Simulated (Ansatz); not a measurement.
```cif
data_structure
_symmetry_space_group_name_H-M 'P 1'
_symmetry_Int_Tables_number 1
_cell_length_a 3.3562
_cell_length_b 3.3562
_cell_length_c 26.1113
_cell_angle_alpha 90.000
_cell_angle_beta 90.000
_cell_angle_gamma 120.000
_cell_volume 254.71
loop_
_atom_site_label
_atom_site_type_symbol
_atom_site_fract_x
_atom_site_fract_y
_atom_site_fract_z
_atom_site_occupancy
Zn1 Zn 0.00000 0.00000 0.21881 1
Zn2 Zn 0.66667 0.33333 0.55214 1
Zn3 Zn 0.33333 0.66667 0.88547 1
In1 In 0.00000 0.00000 0.00308 1
In2 In 0.66667 0.33333 0.33641 1
In3 In 0.33333 0.66667 0.66974 1
Ga1 Ga 0.66667 0.33333 0.12039 1
Ga2 Ga 0.33333 0.66667 0.45372 1
Ga3 Ga 0.00000 0.00000 0.78705 1
O1 O 0.00000 0.00000 0.29527 1
O2 O 0.66667 0.33333 0.62860 1
O3 O 0.33333 0.66667 0.96194 1
O4 O 0.66667 0.33333 0.04457 1
O5 O 0.33333 0.66667 0.37790 1
O6 O 0.00000 0.00000 0.71123 1
O7 O 0.00000 0.00000 0.12104 1
O8 O 0.66667 0.33333 0.45437 1
O9 O 0.33333 0.66667 0.78770 1
O10 O 0.66667 0.33333 0.19686 1
O11 O 0.33333 0.66667 0.53019 1
O12 O 0.00000 0.00000 0.86353 1
```

Space group R3m; a structure from a database of computed crystals, not necessarily the ambient phase.

All numbers below come from DFT PBE, scalar-relativistic, plane waves, PAW (Ansatz).

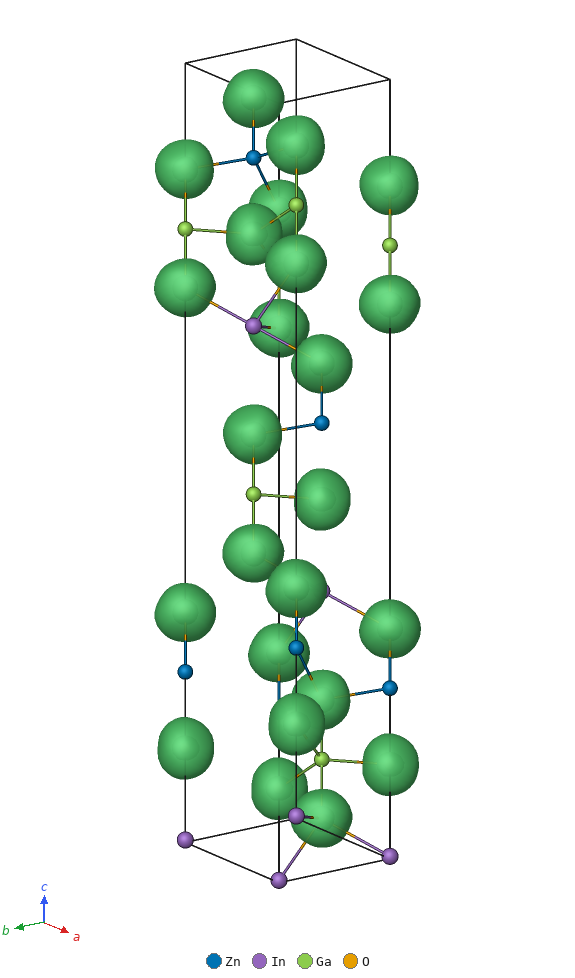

ZnInGaO$_{4}$. Isosurface of the ELF at 0.7 (green), seen at an oblique angle. Only the valence region is drawn (cores and ρ < 0.01 e/Å³ removed). Sticks mark near contacts.

Question: Describe the localisation domains.

Answer: At this value the surface marks out twelve regions wrapped around O (the valence shell of each), counted in one cell of 21 atoms. Regions shared between cells count once. Profiles from the grid: Ga–O (1.94 Å): the ELF peaks at about 0.85 in the valence shell of O, 0.6 Å from its nucleus, and is about 0.35 at the midpoint. Zn–O (2.00 Å): the ELF peaks at about 0.85 in the valence shell of O, 0.6 Å from its nucleus, and is about 0.25 at the midpoint; no shared electron pair shows on this line.

Question: Metal or insulator at this level of theory?

Answer: It is gapped, with a Kohn–Sham gap of 1.1 eV on the k-point mesh (the band edges may lie off the mesh, which would make the gap smaller).
